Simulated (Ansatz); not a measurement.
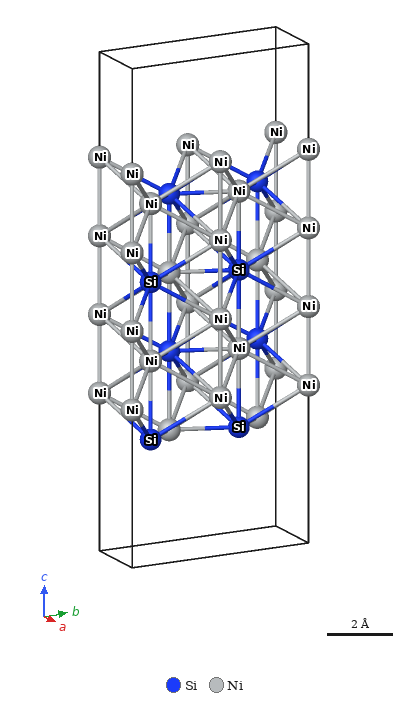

*The input geometry (ball-and-stick view of the 1 × 2 repeat of the cell, with the vacuum cut short, seen slightly off an axis). An atom can appear more than once, as a periodic image.*

Ni2Si: geometry relaxation (part 1 of 3)

The run: geometry relaxation of Ni2Si (slab, 12 atoms in the cell). Method and program: DFT PBEsol, scalar-relativistic, plane waves, PAW, no spin polarisation (Ansatz 0.2.0).

The structure derives from an entry of the Crystallography Open Database. The input holds or restrains some coordinates. Forces given for the steps count only the free coordinates. It belongs to a series of runs on one base structure; here: clean slab, lower half held.

### Input file
```yaml
crystal:
  lattice:
    - [3.8684636528, 0.0, 0.0]
    - [-1.9342318264, 3.350187797, 0.0]
    - [0.0, 0.0, 25.6047242021]
  atoms:
    - { symbol: Si, position: [0.6666666667, 0.3333333333, 0.3319699885] }
    - { symbol: Ni, position: [0.3333333333, 0.6666666667, 0.3319699885] }
    - { symbol: Ni, position: [0.0, 0.0, 0.3799785632] }
    - { symbol: Si, position: [0.3333333333, 0.6666666667, 0.4279871379] }
    - { symbol: Ni, position: [0.6666666667, 0.3333333333, 0.4279871379] }
    - { symbol: Ni, position: [0.0, 0.0, 0.4759957126] }
    - { symbol: Si, position: [0.6666666667, 0.3333333333, 0.5240042874] }
    - { symbol: Ni, position: [0.3333333333, 0.6666666667, 0.5240042874] }
    - { symbol: Ni, position: [0.0, 0.0, 0.5720128621] }
    - { symbol: Si, position: [0.3333333333, 0.6666666667, 0.6200214368] }
    - { symbol: Ni, position: [0.6666666667, 0.3333333333, 0.6200214368] }
    - { symbol: Ni, position: [0.0, 0.0, 0.6680300115] }
basis:
  ecutwfc: 420
kpoints:
  mp_grid: { grid: [9, 9, 1] }
hamiltonian:
  xc: pbesol
scf:
  occupations: { method: gaussian, width: 0.1 }
output:
  forces: true
  eigenvalues: true
relax:
  adjacent_minimum: "off"
  f_tol: 0.03
  max_steps: 70
  constraints: [{ sites: [0, 1, 2, 3, 4, 5] }]
efield:
  axis: 3
  dipole_correction: true
  ramp_width: 0.04
```

Run on 4 threads of Intel Xeon @ 2.90GHz (Ice Lake), 32 GiB of memory available, shared host.

Command:
```bash
ansatz run input.yaml --threads 4 --pin off --max-ram 10240MiB --backend cpu --events-out ev --progress --plain --runs-dir out
```

### The program's output
```
Engine: ansatz 0.2.0, x86_64-unknown-linux-gnu
Pseudopotentials: kind: paw
Pseudopotential: Si, paw, valence charge 4, recommended cutoff 420 eV (normal), Si.paw.azcp
Pseudopotential: Ni, paw, valence charge 18, recommended cutoff 420 eV (normal), Ni.paw.azcp
Functional definition: PBEsol
  exchange = pbesol_x
  correlation = pbesol_c
Crystal: 12 atoms, lattice volume = 331.839 Å³
Basis set: ecut = 420 eV, 6505 PW (Γ), exchange–correlation on 54×54×360 points (8 copies of the dense FFT grid, shifted against one another)
Bands: 96, of which v1, the nominal top of the filled ones, is band 80 counted from 1 (79 counted from 0)
Symmetry: 6 space group operations
Space group: P3m1 (ITA 156), of the structure as read, at distance tolerance 6.9e-5 Å
k-points: 12 of 81 (time reversal used)
Non-local potential: Si, projectors of the file, l = 0: 2, l = 1: 2, l = 2: 2
Non-local potential: Ni, projectors of the file, l = 0: 3, l = 1: 2, l = 2: 3, l = 3: 1
PAW form: soft (Blöchl's): semilocal exchange-correlation on the pseudo side does not see the compensation charge
PAW frozen core: Si, regenerated for the run's functional, and the local potential with it (the file was generated under x = pbe(κ = 0.804, μ = 0.2195149727645171), c = pbe(β = 0.06672455060314922))
PAW frozen core: Ni, regenerated for the run's functional, and the local potential with it (the file was generated under x = pbe(κ = 0.804, μ = 0.2195149727645171), c = pbe(β = 0.06672455060314922))
PAW one-centre angular grid: Si, 110 points (default); XC on 64 Gauss nodes
PAW one-centre angular grid: Ni, 590 points (default); XC on 64 Gauss nodes
Initial density: superposition of atomic densities (neutral atoms: chi_scale 0, normalization atom), corrected by the library's trained network
Initial wavefunctions: pseudopotential atomic-orbital guess
Functional: x = pbesol(κ = 0.804, μ = 0.12345679012345678), c = pbesol(β = 0.046)
SCF iter   1: F=—  HF=-48928.905627 eV  |F-HF|=—  |Δ(HF+E_count)|=         —  Δρ=1.69e-2  dr2=3.17e0  ethr=1.77e-3  p=0.055 e·Å  D=2.99e-2 V/Å  ΔV_dip=-0.77 eV  dr2_dipole=1.24e0  V_vac-E_F(+/−)=4.14/4.91 eV  ⟨swp⟩=9.9  Hψ=5788  notcnv=0  defer=23
efield: sawtooth ramp at fractional position 0.9800 (placed from the atoms, in the widest stretch of the axis that holds none; the zero of the levels goes with the place), width 0.0400; the density the first Hamiltonian is built on has a dipole p = 0.055 e·Å; the dipole correction subtracts the counter field D = 2.99e-2 V/Å, which shifts the + side's vacuum level by -0.77 eV against the − side's; the planar-averaged density in the ramp window peaks in size at 1.7e-5 e/Å³
preconditioner: auto → LDOS  [metal: Δε(μ)=0.078 eV  Ē_g=6.540 eV  σ=0.100 eV  W_gap=0.42  n_scr=96 (ndim 8)  ℏωp=20.0 eV  f_vac=0.555  D(μ)=6.60/eV (n_scr^D=32)  β→1.0]
SCF iter   2: F=—  HF=-48928.966808 eV  |F-HF|=—  |Δ(HF+E_count)|=   6.12e-2  Δρ=2.34e-2  dr2=1.62e0  ethr=1.77e-3  p=0.027 e·Å  D=1.46e-2 V/Å  ΔV_dip=-0.37 eV  dr2_dipole=3.38e-1  V_vac-E_F(+/−)=4.23/4.61 eV  ⟨swp⟩=2.6  Hψ=1871  notcnv=0  defer=102
SCF iter   3: F=—  HF=-48928.811465 eV  |F-HF|=—  |Δ(HF+E_count)|=   1.55e-1  Δρ=6.91e-3  dr2=1.71e-1  ethr=1.01e-3  p=0.034 e·Å  D=1.87e-2 V/Å  ΔV_dip=-0.48 eV  dr2_dipole=4.96e-2  V_vac-E_F(+/−)=4.18/4.66 eV  ⟨swp⟩=2.0  Hψ=1542  notcnv=0  defer=102
SCF iter   4: F=—  HF=-48928.801174 eV  |F-HF|=—  |Δ(HF+E_count)|=   1.03e-2  Δρ=1.80e-3  dr2=1.40e-2  ethr=1.07e-4  p=0.039 e·Å  D=2.14e-2 V/Å  ΔV_dip=-0.55 eV  dr2_dipole=1.77e-3  V_vac-E_F(+/−)=4.13/4.68 eV  ⟨swp⟩=2.0  Hψ=1750  notcnv=0  defer=102
SCF iter   5: F=—  HF=-48928.802219 eV  |F-HF|=—  |Δ(HF+E_count)|=   1.05e-3  Δρ=1.57e-3  dr2=6.24e-3  ethr=8.76e-6  p=0.040 e·Å  D=2.18e-2 V/Å  ΔV_dip=-0.56 eV  dr2_dipole=3.64e-4  V_vac-E_F(+/−)=4.11/4.67 eV  ⟨swp⟩=2.0  Hψ=1712  notcnv=0  defer=102
SCF iter   6: F=—  HF=-48928.802228 eV  |F-HF|=—  |Δ(HF+E_count)|=   8.48e-6  Δρ=3.52e-4  dr2=3.25e-4  ethr=3.90e-6  p=0.040 e·Å  D=2.21e-2 V/Å  ΔV_dip=-0.56 eV  dr2_dipole=1.33e-5  V_vac-E_F(+/−)=4.10/4.67 eV  ⟨swp⟩=2.0  Hψ=1532  notcnv=0  defer=102
SCF iter   7: F=—  HF=-48928.802465 eV  |F-HF|=—  |Δ(HF+E_count)|=   2.37e-4  Δρ=2.18e-4  dr2=1.60e-4  ethr=2.03e-7  p=0.041 e·Å  D=2.21e-2 V/Å  ΔV_dip=-0.57 eV  dr2_dipole=2.65e-6  V_vac-E_F(+/−)=4.10/4.67 eV  ⟨swp⟩=2.7  Hψ=1739  notcnv=0  defer=102
SCF iter   8: F=-48928.802543 eV  HF=-48928.802546 eV  |F-HF|=3.56e-6  |Δ(HF+E_count)|=   8.13e-5  Δρ=6.07e-5  dr2=2.04e-5  ethr=1.41e-8  p=0.041 e·Å  D=2.22e-2 V/Å  ΔV_dip=-0.57 eV  dr2_dipole=2.77e-7  V_vac-E_F(+/−)=4.10/4.67 eV  ⟨swp⟩=15.4  Hψ=6753  notcnv=0
SCF 1 converged in 8 iterations: F = -48928.802543 eV  dr2 = 2.04e-5
  greatest PAW one-centre occupation: 1.002 electrons in one spin orbital (limit 2), on the Ni atom at site 11 (counted from 0), in its partial waves of l = 1
relax step   1: F+E_penalty+E_count = -48928.80254291 eV  Δ(F+E_penalty+E_count) = +0.000e0 eV  max|allowed force component| = 1.307e0 eV/Å  Δτ_max = 0.0000 Å  (8 SCF iters, dr2 threshold 2.25e-5 eV, accepted)
Initial density: handed on by an earlier stage of this run
Initial wavefunctions: those handed on with the density
iter 1 solved again at ethr=1.68e-4 eV; its pass at ethr=3.10e-3 eV (dr2=2.70e-1 eV) is discarded
SCF iter   1: F=—  HF=-48928.943160 eV  |F-HF|=—  |Δ(HF+E_count)|=         —  Δρ=6.94e-3  dr2=2.25e-1  ethr=1.68e-4  p=0.041 e·Å  D=2.22e-2 V/Å  ΔV_dip=-0.57 eV  dr2_dipole=3.39e-2  V_vac-E_F(+/−)=4.10/4.66 eV  ⟨swp⟩=2.0  Hψ=3864  notcnv=0  defer=101
efield: sawtooth ramp at fractional position 0.9800 (handed on by an earlier solve), width 0.0400; the density the first Hamiltonian is built on has a dipole p = 0.041 e·Å; the dipole correction subtracts the counter field D = 2.22e-2 V/Å, which shifts the + side's vacuum level by -0.57 eV against the − side's; the planar-averaged density in the ramp window peaks in size at 1.3e-5 e/Å³
preconditioner: auto → LDOS  [metal: Δε(μ)=0.015 eV  Ē_g=6.583 eV  σ=0.100 eV  W_gap=0.09  n_scr=96 (ndim 8)  ℏωp=20.0 eV  f_vac=0.558  D(μ)=10.26/eV (n_scr^D=84)  β→1.0]
SCF iter   2: F=—  HF=-48928.930010 eV  |F-HF|=—  |Δ(HF+E_count)|=   1.32e-2  Δρ=4.28e-3  dr2=1.13e-1  ethr=1.40e-4  p=0.043 e·Å  D=2.35e-2 V/Å  ΔV_dip=-0.60 eV  dr2_dipole=2.26e-2  V_vac-E_F(+/−)=4.06/4.67 eV  ⟨swp⟩=2.0  Hψ=1754  notcnv=0  defer=101
SCF iter   3: F=—  HF=-48928.925329 eV  |F-HF|=—  |Δ(HF+E_count)|=   4.68e-3  Δρ=4.21e-3  dr2=6.09e-2  ethr=7.06e-5  p=0.040 e·Å  D=2.21e-2 V/Å  ΔV_dip=-0.56 eV  dr2_dipole=1.04e-2  V_vac-E_F(+/−)=4.10/4.67 eV  ⟨swp⟩=2.0  Hψ=1707  notcnv=0  defer=101
SCF iter   4: F=—  HF=-48928.923312 eV  |F-HF|=—  |Δ(HF+E_count)|=   2.02e-3  Δρ=1.90e-3  dr2=1.03e-2  ethr=3.81e-5  p=0.039 e·Å  D=2.12e-2 V/Å  ΔV_dip=-0.54 eV  dr2_dipole=1.65e-6  V_vac-E_F(+/−)=4.13/4.68 eV  ⟨swp⟩=2.0  Hψ=1691  notcnv=0  defer=101
SCF iter   5: F=—  HF=-48928.923565 eV  |F-HF|=—  |Δ(HF+E_count)|=   2.53e-4  Δρ=8.77e-4  dr2=2.54e-3  ethr=6.46e-6  p=0.039 e·Å  D=2.10e-2 V/Å  ΔV_dip=-0.54 eV  dr2_dipole=1.07e-5  V_vac-E_F(+/−)=4.14/4.68 eV  ⟨swp⟩=2.0  Hψ=1618  notcnv=0  defer=101
SCF iter   6: F=—  HF=-48928.924185 eV  |F-HF|=—  |Δ(HF+E_count)|=   6.19e-4  Δρ=4.51e-4  dr2=6.33e-4  ethr=1.59e-6  p=0.038 e·Å  D=2.06e-2 V/Å  ΔV_dip=-0.53 eV  dr2_dipole=2.74e-5  V_vac-E_F(+/−)=4.15/4.68 eV  ⟨swp⟩=1.3  Hψ=1078  notcnv=0  defer=101
SCF iter   7: F=—  HF=-48928.924377 eV  |F-HF|=—  |Δ(HF+E_count)|=   1.92e-4  Δρ=1.02e-4  dr2=4.40e-5  ethr=3.96e-7  p=0.037 e·Å  D=2.03e-2 V/Å  ΔV_dip=-0.52 eV  dr2_dipole=1.06e-5  V_vac-E_F(+/−)=4.15/4.68 eV  ⟨swp⟩=2.0  Hψ=1445  notcnv=0  defer=101
SCF iter   8: F=-48928.924400 eV  HF=-48928.924403 eV  |F-HF|=2.91e-6  |Δ(HF+E_count)|=   2.63e-5  Δρ=6.64e-5  dr2=1.29e-5  ethr=2.75e-8  p=0.037 e·Å  D=2.03e-2 V/Å  ΔV_dip=-0.52 eV  dr2_dipole=9.01e-8  V_vac-E_F(+/−)=4.16/4.68 eV  ⟨swp⟩=13.6  Hψ=5561  notcnv=0
SCF 2 converged in 8 iterations: F = -48928.924400 eV  dr2 = 1.29e-5
relax step   2: F+E_penalty+E_count = -48928.92439997 eV  Δ(F+E_penalty+E_count) = -1.219e-1 eV  max|allowed force component| = 9.444e-1 eV/Å  Δτ_max = 0.0812 Å  (8 SCF iters, dr2 threshold 1.00e-4 eV, accepted)
iter 1 solved again at ethr=1.45e-4 eV; its pass at ethr=3.10e-3 eV (dr2=2.32e-1 eV) is discarded
SCF iter   1: F=—  HF=-48929.144566 eV  |F-HF|=—  |Δ(HF+E_count)|=         —  Δρ=9.16e-3  dr2=2.37e-1  ethr=1.45e-4  p=0.037 e·Å  D=2.03e-2 V/Å  ΔV_dip=-0.52 eV  dr2_dipole=9.68e-4  V_vac-E_F(+/−)=4.16/4.68 eV  ⟨swp⟩=1.9  Hψ=4511  notcnv=0  defer=98
efield: sawtooth ramp at fractional position 0.9800 (handed on by an earlier solve), width 0.0400; the density the first Hamiltonian is built on has a dipole p = 0.037 e·Å; the dipole correction subtracts the counter field D = 2.03e-2 V/Å, which shifts the + side's vacuum level by -0.52 eV against the − side's; the planar-averaged density in the ramp window peaks in size at 1.7e-5 e/Å³
preconditioner: auto → LDOS  [metal: Δε(μ)=0.076 eV  Ē_g=6.633 eV  σ=0.100 eV  W_gap=0.40  n_scr=96 (ndim 8)  ℏωp=20.0 eV  f_vac=0.560  D(μ)=10.08/eV (n_scr^D=84)  β→1.0]
SCF iter   2: F=—  HF=-48929.129779 eV  |F-HF|=—  |Δ(HF+E_count)|=   1.48e-2  Δρ=6.08e-3  dr2=1.88e-1  ethr=1.45e-4  p=0.030 e·Å  D=1.66e-2 V/Å  ΔV_dip=-0.43 eV  dr2_dipole=4.72e-2  V_vac-E_F(+/−)=4.22/4.64 eV  ⟨swp⟩=2.0  Hψ=2016  notcnv=0  defer=98
SCF iter   3: F=—  HF=-48929.113356 eV  |F-HF|=—  |Δ(HF+E_count)|=   1.64e-2  Δρ=5.99e-3  dr2=1.48e-1  ethr=1.18e-4  p=0.030 e·Å  D=1.63e-2 V/Å  ΔV_dip=-0.42 eV  dr2_dipole=2.80e-2  V_vac-E_F(+/−)=4.23/4.65 eV  ⟨swp⟩=2.0  Hψ=1751  notcnv=0  defer=98
SCF iter   4: F=—  HF=-48929.109106 eV  |F-HF|=—  |Δ(HF+E_count)|=   4.25e-3  Δρ=3.87e-3  dr2=7.44e-2  ethr=9.27e-5  p=0.030 e·Å  D=1.61e-2 V/Å  ΔV_dip=-0.41 eV  dr2_dipole=1.41e-2  V_vac-E_F(+/−)=4.24/4.65 eV  ⟨swp⟩=1.3  Hψ=1147  notcnv=0  defer=95
SCF iter   5: F=—  HF=-48929.108813 eV  |F-HF|=—  |Δ(HF+E_count)|=   2.93e-4  Δρ=8.32e-4  dr2=2.01e-3  ethr=4.65e-5  p=0.023 e·Å  D=1.24e-2 V/Å  ΔV_dip=-0.32 eV  dr2_dipole=1.18e-6  V_vac-E_F(+/−)=4.34/4.66 eV  ⟨swp⟩=1.9  Hψ=1422  notcnv=0  defer=95
SCF iter   6: F=—  HF=-48929.109929 eV  |F-HF|=—  |Δ(HF+E_count)|=   1.12e-3  Δρ=1.42e-3  dr2=5.87e-3  ethr=1.26e-6  p=0.023 e·Å  D=1.25e-2 V/Å  ΔV_dip=-0.32 eV  dr2_dipole=2.26e-4  V_vac-E_F(+/−)=4.34/4.66 eV  ⟨swp⟩=2.9  Hψ=2302  notcnv=0  defer=97
SCF iter   7: F=—  HF=-48929.109921 eV  |F-HF|=—  |Δ(HF+E_count)|=   7.64e-6  Δρ=2.85e-4  dr2=3.69e-4  ethr=1.26e-6  p=0.021 e·Å  D=1.16e-2 V/Å  ΔV_dip=-0.30 eV  dr2_dipole=7.22e-5  V_vac-E_F(+/−)=4.36/4.66 eV  ⟨swp⟩=2.1  Hψ=1522  notcnv=0  defer=97
SCF iter   8: F=—  HF=-48929.109975 eV  |F-HF|=—  |Δ(HF+E_count)|=   5.44e-5  Δρ=1.99e-4  dr2=1.22e-4  ethr=2.31e-7  p=0.021 e·Å  D=1.17e-2 V/Å  ΔV_dip=-0.30 eV  dr2_dipole=1.21e-5  V_vac-E_F(+/−)=4.36/4.66 eV  ⟨swp⟩=2.1  Hψ=1508  notcnv=0  defer=97
SCF iter   9: F=-48929.109974 eV  HF=-48929.109980 eV  |F-HF|=5.53e-6  |Δ(HF+E_count)|=   4.19e-6  Δρ=7.49e-5  dr2=2.19e-5  ethr=3.48e-8  p=0.022 e·Å  D=1.17e-2 V/Å  ΔV_dip=-0.30 eV  dr2_dipole=2.15e-8  V_vac-E_F(+/−)=4.36/4.66 eV  ⟨swp⟩=13.6  Hψ=6518  notcnv=0
SCF 3 converged in 9 iterations: F = -48929.109974 eV  dr2 = 2.19e-5
relax step   3: F+E_penalty+E_count = -48929.10997411 eV  Δ(F+E_penalty+E_count) = -1.856e-1 eV  max|allowed force component| = 3.336e-1 eV/Å  Δτ_max = 0.1959 Å  (9 SCF iters, dr2 threshold 5.57e-5 eV, accepted)
```
